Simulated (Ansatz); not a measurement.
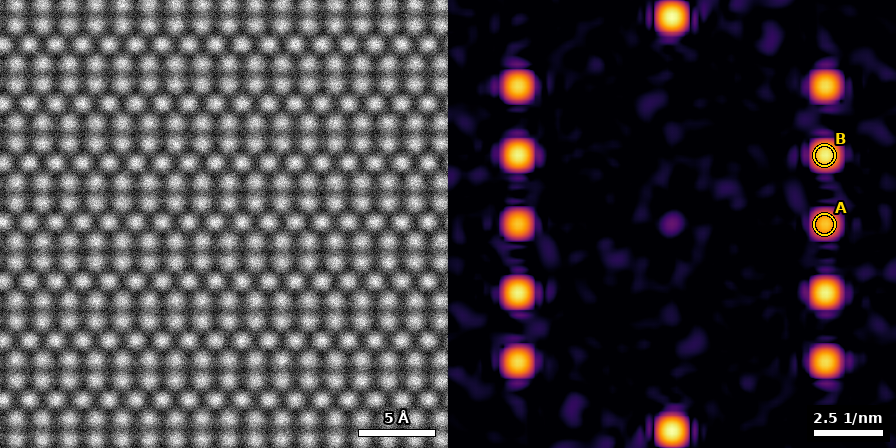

Phase-contrast TEM-like image of a crystal. Simulated in the weak-phase-object approximation with neutral-atom potentials: 80 kV, Cs = −15 µm, defocus +95 Å (negative is underfocus), defocus spread 12 Å, aperture 0.83 1/Å. Shot noise was added.

The right panel is the modulus of the image's Fourier transform on a logarithmic scale.

Which lattice spacings do the marked spots stand for, and what angle do A and B enclose?

A: 1.8 Å, B: 1.6 Å; A and B enclose about 24°.

The crystal is Ti (P6/mmm, No. 191) along [102]; the spots are (-2 1 1) and (-2 0 1). Structure used: the end point of a relaxation with Ansatz, DFT, PBE, plane waves (420 eV) with PAW, scalar-relativistic; the starting structure was generated, so it need not be a known form of this composition.
